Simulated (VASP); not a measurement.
**Run report: Ge, geometry relaxation (part 3 of 4)**

The same run, continued: Ge (3 atoms in the cell); Kohn-Sham DFT of a periodic cell, PBEsol, VASP PAW PBE potentials, recommended, no spin polarisation (VASP 6.6.1); cutoff 600 eV, 6×6×4 k-mesh, Gaussian smearing of 0.1 eV. The structure was made by swapping elements on the sites of another compound; it need not be a known phase. It belongs to a series of runs on one base structure; here: trigonal selenium type (P3_121, No. 152).

Geometry of the input (Å; fractional positions):
```
4.1437  0.0000  0.0000
-2.0719  3.5886  0.0000
0.0000  0.0000  4.7012
Ge 0.2254  0.0000  0.3333
Ge -0.0000  0.2254  0.6667
Ge 0.7746  0.7746  0.0000
```

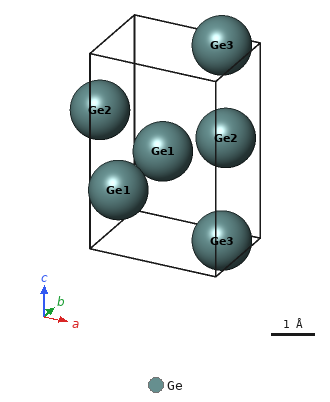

The structure as given in the input (spheres-only view of the cell of the calculation, seen slightly off an axis; atoms are numbered from 1 in the order of the input). An atom can appear more than once, as a periodic image.

### Parts of OUTCAR, continued
```
------------------------ aborting loop because EDIFF is reached ----------------------------------------

  FORCE on cell =-STRESS in cart. coord.  units (eV):
  Direction    XX          YY          ZZ          XY          YZ          ZX
  --------------------------------------------------------------------------------------
  -------------------------------------------------------------------------------------
  Total        2.0907355      2.0907355      3.1242432      0.0000000      0.0000000      0.0000000
  in kB       47.9172998     47.9172998     71.6041298      0.0000000      0.0000000      0.0000000
  external PRESSURE =      55.8129098 kB  Pullay stress =       0.0000000 kB

 VOLUME and BASIS-vectors are now :
 -----------------------------------------------------------------------------
  energy-cutoff  :      600.00
  volume of cell :       69.91
      direct lattice vectors                 reciprocal lattice vectors
     4.143714254  0.000000000  0.000000000     0.241329382  0.139331584  0.000000000
    -2.071857127  3.588561810  0.000000000     0.000000000  0.278663167  0.000000000
     0.000000000  0.000000000  4.701182531     0.000000000  0.000000000  0.212712438

 POSITION                                       TOTAL-FORCE (eV/Angst)
 -----------------------------------------------------------------------------------
      0.93399      0.00000      1.56706         3.614235      0.000000     -0.000000
     -0.46700      0.80886      3.13412        -1.807117      3.130019      0.000000
      1.60486      2.77970      0.00000        -1.807117     -3.130019      0.000000
 -----------------------------------------------------------------------------------
    total drift:                               -0.000011     -0.000019     -0.000000

  FREE ENERGIE OF THE ION-ELECTRON SYSTEM (eV)
  ---------------------------------------------------
  free  energy   TOTEN  =       -12.3713606709 eV

  energy  without entropy=      -12.3609382144  energy(sigma->0) =      -12.36614944

--------------------------------------- Ionic step        2  -------------------------------------------

 number of electron      42.0000008 magnetization

------------------------ aborting loop because EDIFF is reached ----------------------------------------

  FORCE on cell =-STRESS in cart. coord.  units (eV):
  Direction    XX          YY          ZZ          XY          YZ          ZX
  --------------------------------------------------------------------------------------
  -------------------------------------------------------------------------------------
  Total       -3.6309350     -3.6309350     -5.0302372      0.0000000      0.0000000      0.0000000
  in kB      -74.1652322    -74.1652322   -102.7472855      0.0000000      0.0000000      0.0000000
  external PRESSURE =     -83.6925833 kB  Pullay stress =       0.0000000 kB

 VOLUME and BASIS-vectors are now :
 -----------------------------------------------------------------------------
  energy-cutoff  :      600.00
  volume of cell :       78.44
      direct lattice vectors                 reciprocal lattice vectors
     4.283029561  0.000000000  0.000000000     0.233479593  0.134799506 -0.000000000
    -2.141514780  3.709212405  0.000000000     0.000000000  0.269599012 -0.000000000
     0.000000000  0.000000000  4.937372737     0.000000000  0.000000000  0.202536866

 POSITION                                       TOTAL-FORCE (eV/Angst)
 -----------------------------------------------------------------------------------
      1.14562      0.00000      1.64579         0.373301     -0.000000      0.000000
     -0.57281      0.99213      3.29158        -0.186651      0.323288     -0.000000
      1.56871      2.71708      0.00000        -0.186651     -0.323288     -0.000000
 -----------------------------------------------------------------------------------
    total drift:                               -0.000033     -0.000057     -0.000000

  FREE ENERGIE OF THE ION-ELECTRON SYSTEM (eV)
  ---------------------------------------------------
  free  energy   TOTEN  =       -13.1335982964 eV

  energy  without entropy=      -13.1214618213  energy(sigma->0) =      -13.12753006

--------------------------------------- Ionic step        3  -------------------------------------------

 number of electron      42.0000004 magnetization

 E-fermi :   3.5473     XC(G=0):  -9.8103     alpha+bet : -9.2122

 val. band max:        3.5306597905   @ k =   0.3333   0.3333   0.0000
 cond. band min:       3.5525021416   @ k =   0.5000   0.0000   0.5000
 fundamental gap:      0.0218423512
 Fermi energy:         3.5472663538

 k-point     1 :       0.0000    0.0000    0.0000
  band No.  band energies     occupation
      1     -21.0246      2.00000
      2     -21.0246      2.00000
      3     -20.9769      2.00000
      4     -20.9450      2.00000
      5     -20.9450      2.00000
      6     -20.9422      2.00000
      7     -20.9215      2.00000
      8     -20.9215      2.00000
      9     -20.9166      2.00000
     10     -20.8532      2.00000
     11     -20.8532      2.00000
     12     -20.8086      2.00000
     13     -20.8057      2.00000
     14     -20.8057      2.00000
     15     -20.7197      2.00000
     16      -7.8454      2.00000
     17      -2.5385      2.00000
     18      -2.5385      2.00000
     19       2.5714      2.00000
     20       3.7978      0.00040
     21       3.7978      0.00040
     22       4.2991      0.00000
     23       4.2991      0.00000
     24       5.5697      0.00000
     25       8.6792      0.00000

 k-point     2 :       0.1667    0.0000    0.0000
  band No.  band energies     occupation
      1     -21.0212      2.00000
      2     -21.0170      2.00000
      3     -20.9822      2.00000
      4     -20.9484      2.00000
      5     -20.9451      2.00000
      6     -20.9428      2.00000
      7     -20.9196      2.00000
      8     -20.9184      2.00000
      9     -20.9128      2.00000
     10     -20.8587      2.00000
     11     -20.8517      2.00000
     12     -20.8104      2.00000
     13     -20.8079      2.00000
     14     -20.8074      2.00000
     15     -20.7191      2.00000
     16      -7.6026      2.00000
     17      -2.6972      2.00000
     18      -2.4486      2.00000
     19       1.4401      2.00000
     20       2.7060      2.00000
     21       2.8834      2.00000
     22       5.3452      0.00000
     23       5.5848      0.00000
     24       6.1095      0.00000
     25       8.2777      0.00000

 k-point     3 :       0.3333    0.0000    0.0000
  band No.  band energies     occupation
      1     -21.0131      2.00000
      2     -21.0011      2.00000
      3     -20.9928      2.00000
      4     -20.9544      2.00000
      5     -20.9442      2.00000
      6     -20.9426      2.00000
      7     -20.9163      2.00000
      8     -20.9135      2.00000
      9     -20.9066      2.00000
     10     -20.8701      2.00000
     11     -20.8500      2.00000
     12     -20.8150      2.00000
     13     -20.8117      2.00000
     14     -20.8100      2.00000
     15     -20.7188      2.00000
     16      -6.9405      2.00000
     17      -3.5226      2.00000
     18      -2.2469      2.00000
     19       0.9249      2.00000
     20       1.8846      2.00000
     21       2.2213      2.00000
     22       4.3234      0.00000
     23       5.6675      0.00000
     24       6.1946      0.00000
     25       8.1102      0.00000

 k-point     4 :       0.5000    0.0000    0.0000
  band No.  band energies     occupation
      1     -21.0044      2.00000
      2     -21.0038      2.00000
      3     -20.9908      2.00000
      4     -20.9569      2.00000
      5     -20.9428      2.00000
      6     -20.9427      2.00000
      7     -20.9150      2.00000
      8     -20.9114      2.00000
      9     -20.9041      2.00000
     10     -20.8760      2.00000
     11     -20.8500      2.00000
     12     -20.8175      2.00000
     13     -20.8135      2.00000
     14     -20.8110      2.00000
     15     -20.7189      2.00000
     16      -6.3787      2.00000
     17      -4.2904      2.00000
     18      -2.1343      2.00000
     19       1.2234      2.00000
     20       1.5145      2.00000
     21       2.3268      2.00000
     22       2.9854      2.00000
     23       5.3647      0.00000
     24       6.3101      0.00000
     25       8.2093      0.00000

 k-point     5 :       0.1667    0.1667    0.0000
  band No.  band energies     occupation
      1     -21.0153      2.00000
      2     -21.0054      2.00000
      3     -20.9901      2.00000
      4     -20.9503      2.00000
      5     -20.9488      2.00000
      6     -20.9413      2.00000
      7     -20.9170      2.00000
      8     -20.9144      2.00000
      9     -20.9082      2.00000
     10     -20.8661      2.00000
     11     -20.8510      2.00000
     12     -20.8135      2.00000
     13     -20.8110      2.00000
     14     -20.8094      2.00000
     15     -20.7190      2.00000
     16      -7.1449      2.00000
     17      -3.0761      2.00000
     18      -2.4986      2.00000
     19       1.0328      2.00000
     20       1.3671      2.00000
     21       3.5135      1.36664
     22       4.6158      0.00000
     23       5.2932      0.00000
     24       5.6895      0.00000
     25       8.5186      0.00000

 [... the levels of 18 k-points are left out ...]

 k-point    24 :       0.3333    0.3333    0.5000
  band No.  band energies     occupation
      1     -21.0002      2.00000
      2     -21.0002      2.00000
      3     -20.9974      2.00000
      4     -20.9440      2.00000
      5     -20.9324      2.00000
      6     -20.9324      2.00000
      7     -20.9263      2.00000
      8     -20.9188      2.00000
      9     -20.9188      2.00000
     10     -20.8998      2.00000
     11     -20.8218      2.00000
     12     -20.8218      2.00000
     13     -20.8098      2.00000
     14     -20.7673      2.00000
     15     -20.7673      2.00000
     16      -5.0033      2.00000
     17      -5.0033      2.00000
     18      -2.7384      2.00000
     19       0.1942      2.00000
     20       0.1942      2.00000
     21       0.2390      2.00000
     22       6.6735      0.00000
     23       7.5775      0.00000
     24       7.5775      0.00000
     25       9.0357      0.00000

------------------------ aborting loop because EDIFF is reached ----------------------------------------

  FORCE on cell =-STRESS in cart. coord.  units (eV):
  Direction    XX          YY          ZZ          XY          YZ          ZX
  --------------------------------------------------------------------------------------
  -------------------------------------------------------------------------------------
  Total       -2.7894492     -2.7894492     -4.2594782      0.0000000      0.0000000     -0.0000000
  in kB      -58.2013938    -58.2013938    -88.8733043      0.0000000      0.0000000     -0.0000000
  external PRESSURE =     -68.4253640 kB  Pullay stress =       0.0000000 kB

 VOLUME and BASIS-vectors are now :
 -----------------------------------------------------------------------------
  energy-cutoff  :      600.00
  volume of cell :       76.79
      direct lattice vectors                 reciprocal lattice vectors
     4.256889777  0.000000000  0.000000000     0.234913294  0.135627254 -0.000000000
    -2.128444888  3.686574688  0.000000000     0.000000000  0.271254507 -0.000000000
     0.000000000  0.000000000  4.893056279     0.000000000  0.000000000  0.204371244

 POSITION                                       TOTAL-FORCE (eV/Angst)
 -----------------------------------------------------------------------------------
      1.10611      0.00000      1.63102         0.743272     -0.000000     -0.000000
     -0.55305      0.95792      3.26204        -0.371636      0.643692      0.000000
      1.57539      2.72866      0.00000        -0.371636     -0.643692      0.000000
 -----------------------------------------------------------------------------------
    total drift:                                0.000001      0.000001      0.000000

  FREE ENERGIE OF THE ION-ELECTRON SYSTEM (eV)
  ---------------------------------------------------
  free  energy   TOTEN  =       -13.1609536697 eV

  energy  without entropy=      -13.1498457006  energy(sigma->0) =      -13.15539969

[... ionic steps 4 to 21 ...]

--------------------------------------- Ionic step       22  -------------------------------------------

 number of electron      42.0000003 magnetization

------------------------ aborting loop because EDIFF is reached ----------------------------------------

  FORCE on cell =-STRESS in cart. coord.  units (eV):
  Direction    XX          YY          ZZ          XY          YZ          ZX
  --------------------------------------------------------------------------------------
  -------------------------------------------------------------------------------------
  Total        0.2684941      0.2684941      0.0982612     -0.0000000     -0.0000000      0.0000000
  in kB        7.6675610      7.6675610      2.8061078     -0.0000000     -0.0000000      0.0000000
  external PRESSURE =       6.0470766 kB  Pullay stress =       0.0000000 kB

 VOLUME and BASIS-vectors are now :
 -----------------------------------------------------------------------------
  energy-cutoff  :      600.00
  volume of cell :       56.10
      direct lattice vectors                 reciprocal lattice vectors
     3.741244775 -0.000000000 -0.000000000     0.267290717  0.154320368 -0.000000000
    -1.870622388  3.240013017  0.000000000     0.000000000  0.308640735 -0.000000000
    -0.000000000  0.000000000  4.628339807     0.000000000 -0.000000000  0.216060195

 POSITION                                       TOTAL-FORCE (eV/Angst)
 -----------------------------------------------------------------------------------
      1.25306      0.00000      1.54278        -0.023914      0.000000      0.000000
     -0.62653      1.08518      3.08556         0.011957     -0.020710     -0.000000
      1.24409      2.15483      0.00000         0.011957      0.020710      0.000000
 -----------------------------------------------------------------------------------
    total drift:                               -0.000008     -0.000014     -0.000000

  FREE ENERGIE OF THE ION-ELECTRON SYSTEM (eV)
  ---------------------------------------------------
  free  energy   TOTEN  =       -14.2507681428 eV

  energy  without entropy=      -14.2470464320  energy(sigma->0) =      -14.24890729

--------------------------------------- Ionic step       23  -------------------------------------------

 number of electron      41.9999996 magnetization

------------------------ aborting loop because EDIFF is reached ----------------------------------------

  FORCE on cell =-STRESS in cart. coord.  units (eV):
  Direction    XX          YY          ZZ          XY          YZ          ZX
  --------------------------------------------------------------------------------------
  -------------------------------------------------------------------------------------
  Total       -0.1033570     -0.1033570     -0.1471724     -0.0000000      0.0000000      0.0000000
  in kB       -2.9167405     -2.9167405     -4.1532130     -0.0000000      0.0000000      0.0000000
  external PRESSURE =      -3.3288980 kB  Pullay stress =       0.0000000 kB

 VOLUME and BASIS-vectors are now :
```
